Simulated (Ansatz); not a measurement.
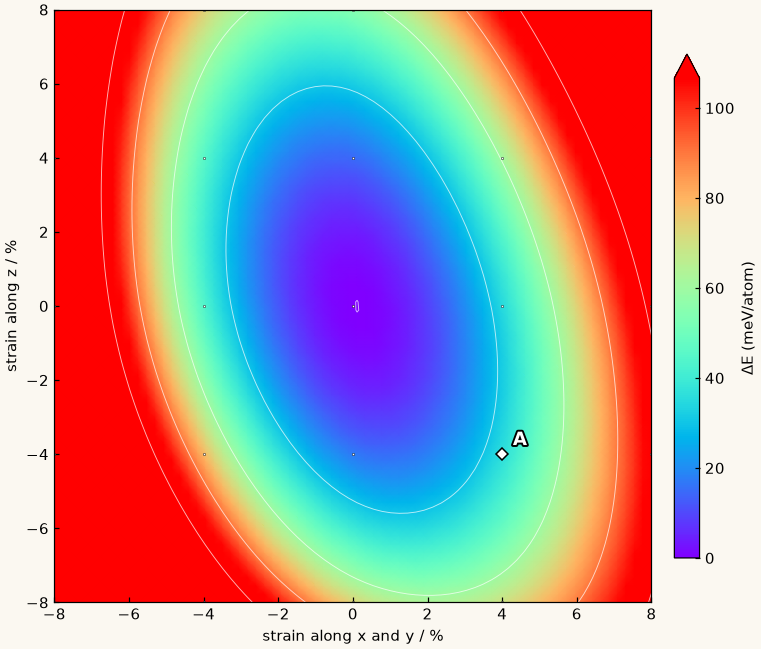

ScAl₃ (Pm-3m, No. 221; 4 atoms in the cell). The cell is strained homogeneously, by one strain along x and y and another along z, with fractional coordinates fixed (x, y and z along the cube axes). First axis: strain along x and y. Second axis: strain along z. The scan uses a 5 × 5 grid. Points are written as (first, second). Energies: meV/atom, counted from the lowest grid point. Computed with DFT PBEsol, scalar-relativistic, plane waves, PAW (Ansatz). Settings: cutoff 420 eV, k-mesh 12×12×12, gaussian smearing 0.15 eV, no spin polarisation.

Drawn: a smooth colour map with a few white contour lines, dots at the grid points, one colour for all values above the top of the scale, the point A. Between grid points the surface is interpolated.

Q: Which way does the force act at A, and how strong is it?

A: A, at (4 %, −4 %), is not a stationary point. The computed force is 13 meV/atom for each 1 % towards smaller values of strain along x and y and 4.2 meV/atom for each 1 % towards larger values of strain along z.
